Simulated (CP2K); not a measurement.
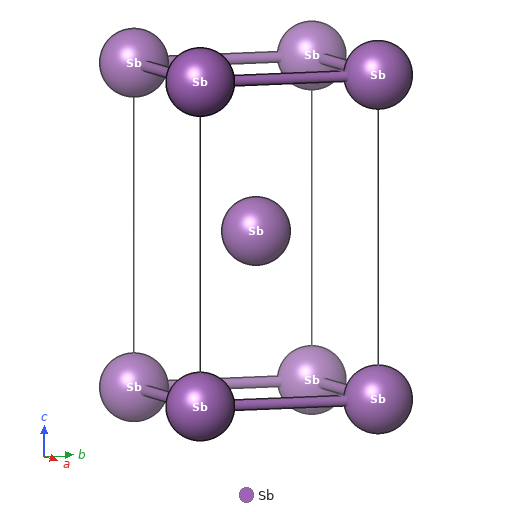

System: Sb, space group I4/mmm (No. 139). The picture shows the conventional cell.

Starting cell:
```cif
data_structure
_symmetry_space_group_name_H-M 'P 1'
_symmetry_Int_Tables_number 1
_cell_length_a 3.5108
_cell_length_b 3.5108
_cell_length_c 3.5108
_cell_angle_alpha 126.634
_cell_angle_beta 126.634
_cell_angle_gamma 78.849
_cell_volume 26.96
loop_
_atom_site_label
_atom_site_type_symbol
_atom_site_fract_x
_atom_site_fract_y
_atom_site_fract_z
_atom_site_occupancy
Sb1 Sb 0.00000 0.00000 0.00000 1
```

Method: DFT in Gaussian orbitals with a plane-wave density, no spin polarisation; energies at scaled volumes of the given cell, shape and fractions fixed, counted from the fit's minimum, third-order Birch-Murnaghan fit (CP2K 2026.2). Level: PBEsol with D4.

| setting | value |
| --- | --- |
| k mesh | 12×12×12 |
| occupations | Gaussian |
| smearing width | 0.01 eV |
| potentials | GTH PBE with UZH TZVP basis |
| density cutoff | 6123 eV |
| program settings | ngrids 5, basis sets Sb TZVP-MOLOPT-PBE-GTH-q5, cutoff ry 450 Ry, rel cutoff ry 60 Ry |

Describe the result: the energy and pressure against volume. The volume takes the values 25.34, 25.88, 26.42, 26.96, 27.50, 28.04, 28.58 Å³/atom.

A third-order Birch–Murnaghan fit gives V0 = 26.98 Å³/atom, B0 = 68.5 GPa and B′ = 4.8. The energy is 23.81 meV/atom at volume 25.34 Å³/atom and 18.29 meV/atom at 28.58 Å³/atom; the lowest computed point is at volume 26.96 Å³/atom (0.09 meV/atom). The pressure falls from 5.00 GPa at volume 25.34 Å³/atom to −3.50 GPa at 28.58 Å³/atom, and changes sign near 26.97 Å³/atom.

| volume (Å³/atom) | energy (meV/atom) | pressure (GPa) |
| --- | --- | --- |
| 25.34 | 23.81 | 5.00 |
| 25.88 | 10.18 | 3.13 |
| 26.42 | 2.50 | 1.46 |
| 26.96 | 0.09 | 0.03 |
| 27.50 | 2.10 | −1.23 |
| 28.04 | 8.28 | −2.43 |
| 28.58 | 18.29 | −3.50 |

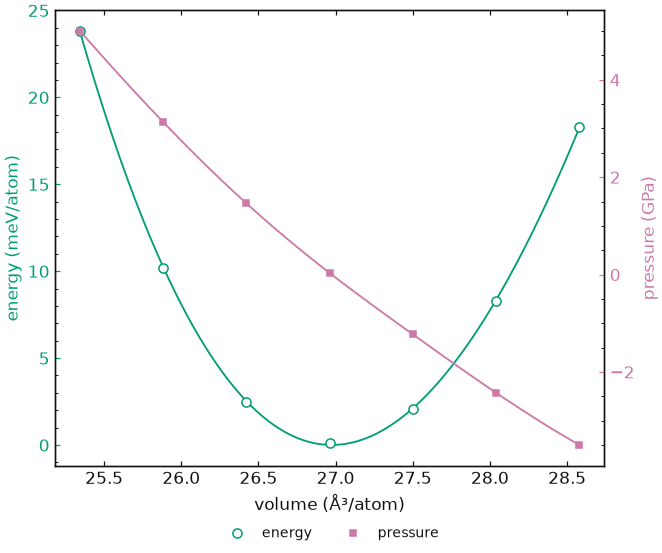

Keep in mind: shape and atomic fractions are frozen while scaling, which makes layered, chain and framework solids too stiff.
